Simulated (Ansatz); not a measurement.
**MoS₂ (slab): density, localisation and related maps**

```
CELL_PARAMETERS angstrom
3.14312 0.00000 0.00000
-1.57156 6.34847 0.00000
0.00000 0.00000 28.02500
ATOMIC_POSITIONS crystal
S 0.95719 0.91422 0.24709
Mo 0.52910 0.05805 0.29766
S 0.67714 0.35413 0.34556
S 0.42858 0.85702 0.36380
Mo 0.06608 0.13200 0.38782
S 0.20809 0.41604 0.44345
S 0.96533 0.93051 0.46014
Mo 0.59716 0.19417 0.48389
S 0.73948 0.47878 0.53983
S 0.49641 0.99263 0.55591
Mo 0.12808 0.25598 0.57954
S 0.27292 0.54592 0.63768
S 0.02519 0.05024 0.65374
Mo 0.65804 0.31617 0.67454
S 0.68134 0.36438 0.74922
```

Computed without spin polarisation.

Method: DFT PBEsol, scalar-relativistic, plane waves, PAW (Ansatz 0.2.0).

Core electrons are frozen (PAW), and the valence fields are smoothed inside the atomic spheres.

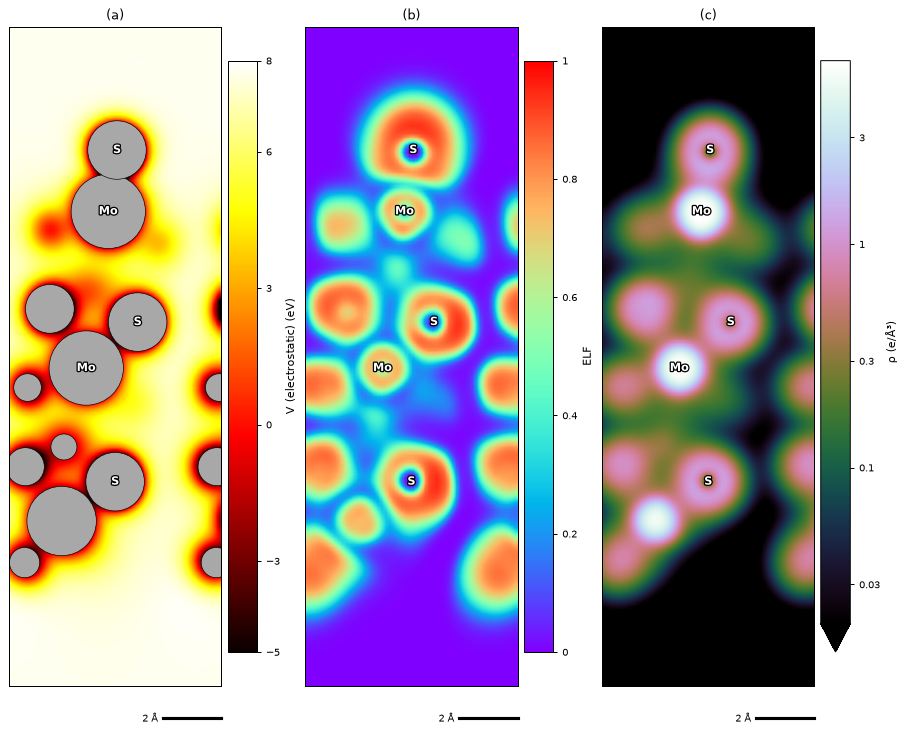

Figure 1. (a) electrostatic potential (local pseudopotential plus Hartree) felt by an electron; (b) ELF; (c) valence electron density on the (100) plane of the calculation cell, a cut from vacuum to vacuum. Grey discs cover the atomic cores in the potential map.

Q: Read the bonding off the picture.

A: Atoms in the plane: S and Mo.
Atoms just off the plane (S, 0.6 Å away and Mo, 0.5 Å away) can leave unmarked features too.
Mo–S (2.12 Å): ρ is about 1 e/Å³ halfway; the ELF peaks at about 0.80 in the valence shell of S, 0.7 Å from its nucleus, and is about 0.45 at the midpoint.
Mo–S (2.39 Å): ρ is about 0.62 e/Å³ halfway; the ELF peaks at about 0.85 in the valence shell of S, 0.8 Å from its nucleus, and is about 0.45 at the midpoint.

The density dies away to nearly zero in the vacuum.
The features right at Mo lie inside the PAW spheres, where the map follows smoothed inner orbitals and isn't to be read closely.
Outside the cores the potential energy rises away from the atoms and is highest in the vacuum; its zero is arbitrary.

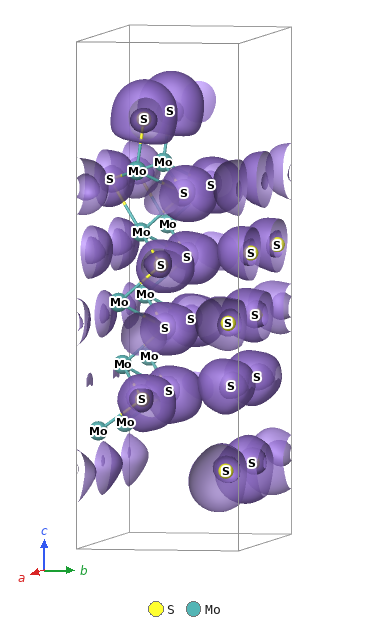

Figure 2. Isosurface of the ELF at 0.7 (purple), seen slightly off an axis. Core shells and regions of very low density are left out. Sticks mark near contacts.

Q: Describe the localisation domains.

A: The ELF exceeds this value in one ring or bowl of non-bonding electrons around S and nine regions wrapped around S (the valence shell of each), counted in one cell of 15 atoms. Counts are for one cell; the picture repeats the cell along the surface.


 Mo–S (2.25 Å): the ELF peaks at about 0.80 in the valence shell of S, 0.8 Å from its nucleus, and is about 0.50 at the midpoint.

Q: Metal or insulator at this level of theory?

A: It is gapless in this calculation (a metal or semimetal).
